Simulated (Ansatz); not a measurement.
HPt6 (slab)

```xyz
14
Lattice="5.6143 0.0000 0.0000 -2.8072 4.8622 0.0000 0.0000 0.0000 22.6193" Properties=species:S:1:pos:R:3 pbc="T T T"
Pt    1.4036    0.8104    4.0000
Pt    0.0000    3.2415    4.0000
Pt    4.2107    0.8104    4.0000
Pt    2.8071    3.2415    4.0000
Pt    0.0000    1.6207    6.3096
Pt   -1.4036    4.0518    6.3096
Pt    2.8072    1.6207    6.3096
Pt    1.4036    4.0518    6.3096
Pt    0.0000    0.0000    8.6193
Pt   -1.4036    2.4311    8.6193
Pt    2.8072    0.0000    8.6193
Pt    1.4036    2.4311    8.6193
H     0.0000    2.0561   11.6193
H     0.0000    2.8061   11.6193
```

A point of a scan over the structure, not its minimum; PAW files of the earlier set (soft_1).

Method: DFT PBE, scalar-relativistic, plane waves, PAW in Ansatz.

### What will maps of the valence pseudo-density and electron localisation function show?

Pt–Pt (2.81 Å): ρ at the midpoint is about 0.35 e/Å³; the ELF is about 0.30 at the midpoint (no localised pair shows between them).

### Does the calculation make it a metal, or give it a gap?

It is metallic or semimetallic at this level of theory: no gap opens.

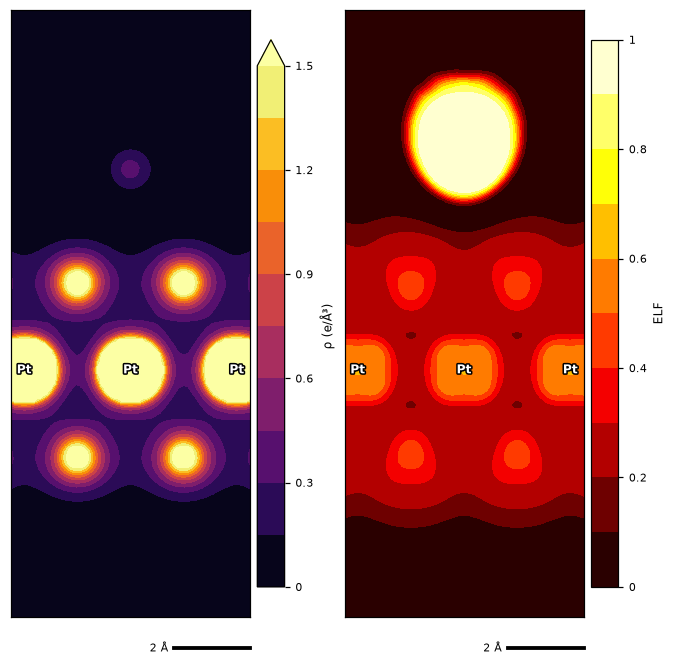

Computed valence pseudo-density and electron localisation function on the (010) plane of the calculation cell, a cut from vacuum to vacuum, in this order. Atoms just off the plane (Pt, 0.8 Å away and H, 0.4 Å away) can leave unmarked features too.
